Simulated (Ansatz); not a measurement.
**Run report: Sc2Al, single-point calculation**

Sc2Al (P6₃/mmc, 6 atoms in the cell), computed with DFT r2SCAN, scalar-relativistic, plane waves, PAW, no spin polarisation (Ansatz 0.2.0).

The structure derives from a Materials Project entry. It belongs to a series of runs on one base structure; here: input fault: fixed occupations on a metal. Figures and captions count atoms from 1; the log counts them from 0 in places.

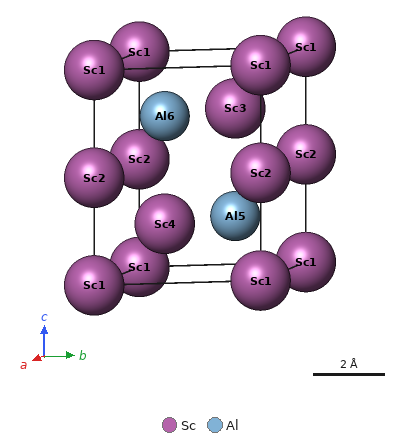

The structure as given in the input (spheres-only view of the cell of the calculation, seen slightly off an axis; atoms are numbered from 1 in the order of the input). An atom can appear more than once, as a periodic image.

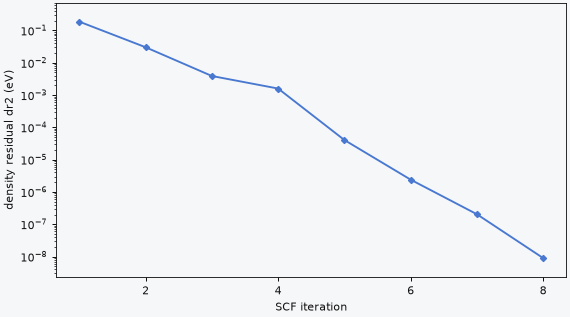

Convergence of the self-consistent field: density residual dr2 against the SCF iteration. The residual falls at every step.

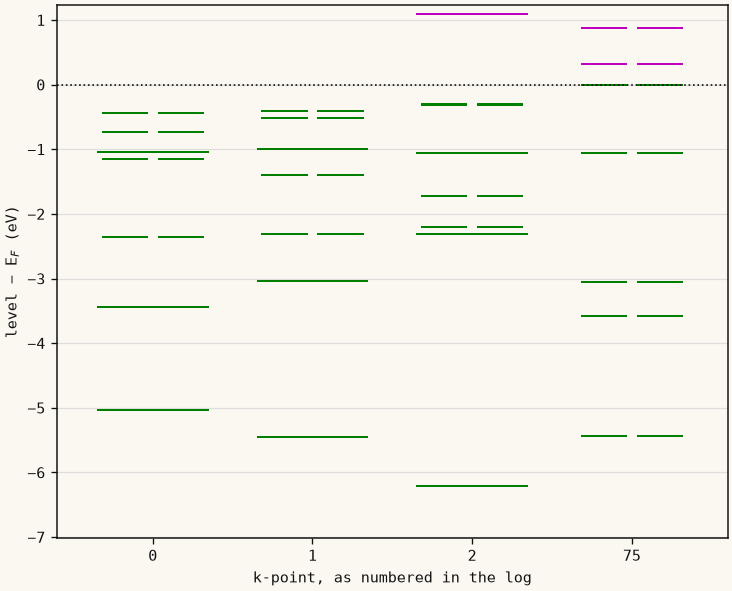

Kohn–Sham levels near the Fermi level (dotted) at the few k-points that the log prints; levels within 0.02 eV of each other stand side by side. The system is metallic on the full mesh.

The input that produced these results follows, with the program's output.

Input:
```yaml
crystal:
  lattice:
    - [4.8926114005, 0.0, 0.0]
    - [-2.4463057002, 4.2371257637, 0.0]
    - [0.0, 0.0, 6.16142057]
  atoms:
    - { symbol: Sc, position: [0.0, 0.0, 0.0] }
    - { symbol: Sc, position: [0.0, 0.0, 0.5] }
    - { symbol: Sc, position: [0.3333333333, 0.6666666667, 0.75] }
    - { symbol: Sc, position: [0.6666666667, 0.3333333333, 0.25] }
    - { symbol: Al, position: [0.3333333333, 0.6666666667, 0.25] }
    - { symbol: Al, position: [0.6666666667, 0.3333333333, 0.75] }
basis:
  ecutwfc: 500
kpoints:
  mp_grid: { grid: [12, 12, 6] }
hamiltonian:
  xc: r2scan
scf:
  occupations: { method: fixed }
output:
  forces: true
  stress: true
  eigenvalues: true
```

Run as:
```bash
ansatz run input.yaml --threads 1 --pin off --max-ram 2560MiB --backend cpu --events-out ev --progress --plain --runs-dir out
```

Log:
```
Engine: ansatz 0.2.0, x86_64-unknown-linux-gnu
Pseudopotentials: kind: paw
Pseudopotential: Sc, paw, valence charge 11, recommended cutoff 500 eV (meta_gga), Sc.paw.azcp
Pseudopotential: Al, paw, valence charge 3, recommended cutoff 500 eV (meta_gga), Al.paw.azcp
Functional definition: r2SCAN
  parameter k0 = 0.174
  parameter k1 = 0.065
  parameter a1 = 4.9479
  exchange = r2scan_x(k0 = k0, k1 = k1, a1 = a1)
  correlation = r2scan_c
Crystal: 6 atoms, lattice volume = 127.730 Å³
Basis set: ecut = 500 eV, 3221 PW (Γ), exchange–correlation on 144×144×180 points (64 copies of the dense FFT grid, shifted against one another)
Bands: 31, of which v1, the nominal top of the filled ones, is band 25 counted from 1 (24 counted from 0)
Symmetry: 24 space group operations
Space group: P63/mmc (ITA 194), of the structure as read, at distance tolerance 5.0e-5 Å
k-points: 76 of 864
Non-local potential: Sc, projectors of the file, l = 0: 3, l = 1: 2, l = 2: 3, l = 3: 1
Non-local potential: Al, projectors of the file, l = 0: 2, l = 1: 2, l = 2: 1
PAW form: soft (Blöchl's): semilocal exchange-correlation on the pseudo side does not see the compensation charge
PAW frozen core: Sc, regenerated for the run's functional (the file was generated under x = pbe(κ = 0.804, μ = 0.2195149727645171), c = pbe(β = 0.06672455060314922))
PAW frozen core: Al, regenerated for the run's functional (the file was generated under x = pbe(κ = 0.804, μ = 0.2195149727645171), c = pbe(β = 0.06672455060314922))
PAW one-centre angular grid: Sc, 590 points (default); XC on 160 Gauss nodes
PAW one-centre angular grid: Al, 302 points (default); XC on 160 Gauss nodes
Initial density: superposition of atomic densities (neutral atoms: chi_scale 0, normalization atom), corrected by the library's trained network
Initial wavefunctions: pseudopotential atomic-orbital guess
Functional: x = r2scan, c = r2scan; τ floored in thin density (d = 2e-4 eV/Å³)
SCF iter   1: F=—  HF=-9645.236673 eV  |F-HF|=—  |Δ(HF+E_count)|=         —  Δρ=1.09e-2  dr2=1.87e-1  dr2_τ=2.17e-2  ethr=1.77e-3  ⟨swp⟩=4.8  Hψ=8794  notcnv=0  defer=251
preconditioner: auto → Resta (q_TF=auto, 2.333 Å⁻¹)  ε∞=17.1  [insulator: Δε(μ)=0.000 eV  Ē_g=3.476 eV  n_scr=22 (ndim 8)  ℏωp=13.9 eV  f_vac=0.000  ε∞_Penn≈17.1]
SCF iter   2: F=—  HF=-9645.325793 eV  |F-HF|=—  |Δ(HF+E_count)|=   8.91e-2  Δρ=4.30e-3  dr2=3.02e-2  dr2_τ=1.40e-3  ethr=3.73e-4  ⟨swp⟩=2.6  Hψ=4726  notcnv=0  defer=244
SCF iter   3: F=—  HF=-9645.321397 eV  |F-HF|=—  |Δ(HF+E_count)|=   4.40e-3  Δρ=1.58e-3  dr2=3.89e-3  dr2_τ=3.37e-4  ethr=6.04e-5  ⟨swp⟩=3.0  Hψ=4335  notcnv=0  defer=276
SCF iter   4: F=—  HF=-9645.322089 eV  |F-HF|=—  |Δ(HF+E_count)|=   6.92e-4  Δρ=9.17e-4  dr2=1.59e-3  dr2_τ=1.16e-4  ethr=7.77e-6  ⟨swp⟩=2.2  Hψ=2984  notcnv=0  defer=280
SCF iter   5: F=—  HF=-9645.322055 eV  |F-HF|=—  |Δ(HF+E_count)|=   3.41e-5  Δρ=1.80e-4  dr2=4.05e-5  dr2_τ=9.99e-7  ethr=3.18e-6  ⟨swp⟩=2.0  Hψ=2868  notcnv=0  defer=279
SCF iter   6: F=—  HF=-9645.322071 eV  |F-HF|=—  |Δ(HF+E_count)|=   1.58e-5  Δρ=3.98e-5  dr2=2.40e-6  dr2_τ=1.51e-7  ethr=8.09e-8  ⟨swp⟩=2.4  Hψ=3394  notcnv=0  defer=138
SCF iter   7: F=—  HF=-9645.322071 eV  |F-HF|=—  |Δ(HF+E_count)|=   3.86e-7  Δρ=1.12e-5  dr2=2.04e-7  dr2_τ=5.08e-9  ethr=4.81e-9  ⟨swp⟩=2.0  Hψ=2737  notcnv=0  defer=137
SCF iter   8: F=-9645.322071 eV  HF=-9645.322071 eV  |F-HF|=1.75e-9  |Δ(HF+E_count)|=   5.77e-8  Δρ=2.53e-6  dr2=8.95e-9  dr2_τ=2.06e-10  ethr=2.00e-10  ⟨swp⟩=10.7  Hψ=10165  notcnv=0
WARN: a fill by count may have filled part of one level: at k-index 1 the highest filled band, 9.075209 eV, and the lowest empty band, 9.075209 eV, stand 1.776e-15 eV apart, within the solve's uncertainty, 3.162e-4 eV. If they are one level, whatever splits it, however little, can move the result. A smearing (`scf.occupations.method` with a `width`) well over the split that the run's distortions make, where the deck can take one, can fill the level evenly. On an open shell (a free atom, a radical) an even fill, a smearing's or one that the run's symmetry operations hold, can lie tenths of an eV above a state that splits the level, and an energy difference taken against it is then off by as much. To look for that state on an open shell, re-run with `crystal.symmetry.detect: false`, without `crystal.symmetry.time_reversal: true` (on a non-collinear deck from a starting moment too), where the deck allows it, and compare the energies; that run can end on one of several states, or fail to converge. If the gap is true, a tighter SCF threshold (`scf.convergence.dr2_threshold`, or `saddle.dr2_threshold`, `phonons.dr2_threshold` by `fd` or `hamiltonian.hubbard.lr.dr2_threshold` where that key governs the SCF) lowers that uncertainty; where it stays it is the eigensolver's: a larger `scf.n_extra_bands` or, on support functions, `scf.eigensolver.kind: davidson` lowers it. See `scf.occupations.method`, Limitations, in the input reference
SCF 1 converged in 8 iterations: F = -9645.322071 eV  dr2 = 8.95e-9
  greatest PAW one-centre occupation: 0.998 electrons in one spin orbital (limit 2), on the Sc atom at site 1 (counted from 0), in its partial waves of l = 0
SCF converged after 8 iterations
Free energy (F): -9645.322071 eV
Harris-Foulkes:  -9645.322071 eV  (|F-HF|=1.75e-9)
Internal energy: -9645.322071 eV  (E = F + TS)
E sigma→0 (E₀):  -9645.322071 eV
Fermi energy:    9.595656 eV
--- Per-component energies (eV) ---
  E_band       = -700.832966
  E_kinetic    = 1088.324238
  E_local      = -3606.221373  (includes V_loc(G=0)·N_el)
  E_nonlocal   = 346.764691
  E_hartree    = 1276.043657
  E_xc         = -474.304790
  E_vxc        = -628.101772  (∫ρ·V_xc dr)
  E_paw        = -4802.597214  (= ΣΔE_a)
  E_vpaw       = -492.923996  (= ΣTr[D̂ρ^β])
  E_aug_tail   = 0.000019  (compensation charges beyond the density's cutoff)
  E_vtau       = 39.240275  (kinetic-family band-sum trace: ∫τ·v_τ [+ j·A + Jᵃ·Aᵃ] dr)
  E_ewald      = -3472.257114
  E_core_change = -1.074184  (= ΣΔE_core)
  E_smearing   = -0.000000  (= −TS)
  E_closure    = -0.000000  (closes the sum)
  Σ components = -9645.322071   (vs F -9645.322071, Δ=0.00e0)
--- Forces (eV/Å), atoms counted from 1 ---
  atom   1  Sc     0.00000000     0.00000000    -0.00000000
  atom   2  Sc     0.00000000     0.00000000     0.00000000
  atom   3  Sc    -0.00000000     0.00000000     0.00000000
  atom   4  Sc     0.00000000    -0.00000000    -0.00000000
  atom   5  Al    -0.00000000    -0.00000000    -0.00000000
  atom   6  Al     0.00000000     0.00000000     0.00000000
  max |Σ_I F_I| component: 1.16e-17 eV/Å
--- Stress (GPa, compression-positive) ---
       -0.224195       0.000000      -0.000000
        0.000000      -0.224195       0.000000
       -0.000000       0.000000       0.981063
  P = ⅓ Tr σ = 0.1776 GPa (1.776 kbar)
--- Band table (eV; the first three rows and the last of 76) ---
  k-point 0: bands = ["-42.5135", "-42.4600", "-42.4120", "-42.4012", "-20.2739", "-20.2470", "-20.2470", "-20.1218", "-20.1218", "-20.0973", "-20.0973", "-20.0626", "-20.0523", "-20.0046", "-20.0046", "-19.8893", "1.6026", "4.5683", "6.1601", "7.2421", "7.2421", "8.4524", "8.4524", "8.5502", "8.8567", "8.8567", "9.1552", "9.1552", "11.1858", "11.3955", "11.3955"]
  k-point 1: bands = ["-42.5104", "-42.4645", "-42.4105", "-42.4015", "-20.2508", "-20.2416", "-20.2416", "-20.1434", "-20.1434", "-20.0778", "-20.0778", "-20.0599", "-20.0559", "-20.0079", "-20.0079", "-19.9129", "1.7260", "4.1383", "6.5641", "7.2797", "7.2797", "8.2046", "8.2046", "8.5974", "9.0752", "9.0752", "9.1894", "9.1894", "11.1852", "11.2825", "11.4802"]
  k-point 2: bands = ["-42.5015", "-42.4754", "-42.4074", "-42.4026", "-20.2262", "-20.2262", "-20.1887", "-20.1740", "-20.1740", "-20.0697", "-20.0533", "-20.0533", "-20.0510", "-20.0173", "-20.0173", "-19.9727", "2.0870", "3.3785", "7.2919", "7.3945", "7.3945", "7.8671", "7.8671", "8.5378", "9.2736", "9.2736", "9.2946", "9.2946", "10.6867", "11.2240", "11.7159"]
  k-point 75: bands = ["-42.4802", "-42.4802", "-42.4131", "-42.4131", "-20.2620", "-20.2620", "-20.1823", "-20.1823", "-20.1467", "-20.1467", "-20.0564", "-20.0564", "-20.0047", "-20.0047", "-19.9703", "-19.9703", "4.1608", "4.1608", "6.0087", "6.0087", "6.5450", "6.5450", "8.5376", "8.5376", "9.5864", "9.5864", "9.9169", "9.9169", "10.4744", "10.4744", "10.8811"]
```

Results in brief:

```json
{"quantity": "outcome", "value": "converged"}
{"quantity": "space group (tolerance 0.01 Å)", "value": "P6₃/mmc (194)"}
{"quantity": "electrons treated", "value": "50"}
{"quantity": "free energy", "value": "−9645.3221 eV"}
{"quantity": "Fermi energy", "value": "9.596 eV"}
{"quantity": "gap on the k-point mesh", "value": "none (metallic)"}
{"quantity": "pressure", "value": "0.18 GPa"}
{"quantity": "largest force (length of the vector)", "value": "under 0.001 eV/Å"}
{"quantity": "hardware", "value": "1 thread of Intel Xeon @ 2.50GHz (Skylake/Cascade Lake), 189 GiB of memory available, shared host"}
{"quantity": "wall time", "value": "1.8 min"}
{"quantity": "peak memory", "value": "0.8 GiB"}
```

Notes:

Notes on the run: filled and empty bands overlap.
